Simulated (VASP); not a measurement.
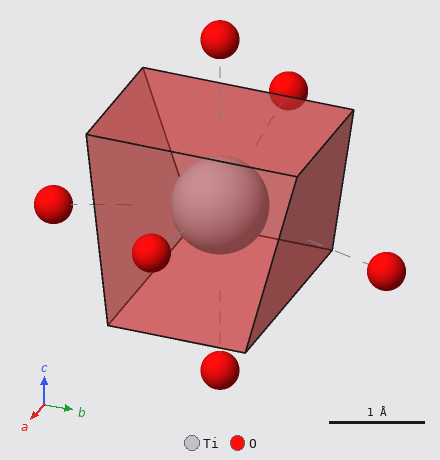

Voronoi–Dirichlet polyhedron, computed geometrically; every face belongs to one neighbour and no atomic radii are used. Central atom: Ti (4a) in TiO₂; faces take the colour of the neighbour behind them. Source: coordinates from a relaxation with VASP 6.6.1, VASP Kohn-Sham DFT of a periodic cell, PBE with D3(BJ), VASP PAW PBE potentials, recommended.

TiO2, space group I4_1/amd:1 (No. 141), a = 3.792 Å, b = 3.792 Å, c = 9.562 Å, α = 90.00°, β = 90.00°, γ = 90.00°

```json
{"site": "Ti", "Wyckoff": "4a", "x": "0.0000", "y": "0.5000", "z": "0.2500"}
{"site": "O", "Wyckoff": "8e", "x": "0.5000", "y": "0.5000", "z": "0.2916"}
```

Give the Voronoi index ⟨n3,n4,n5,n6,…⟩ (numbers of faces with 3, 4, 5, 6 … edges).

6 faces, index ⟨0,6,0,0⟩: topologically a cube (six four-edged faces).

What is the volume of this Voronoi cell?

7.7 Å³, against a mean of 11.5 Å³ per atom in this structure.

Tabulate the neighbours by distance and solid angle.

```json
{"neighbour": "O", "faces": "4", "distance (Å)": "1.94", "solid angle (% of sphere)": "68.5"}
{"neighbour": "O", "faces": "2", "distance (Å)": "1.99", "solid angle (% of sphere)": "31.5"}
```
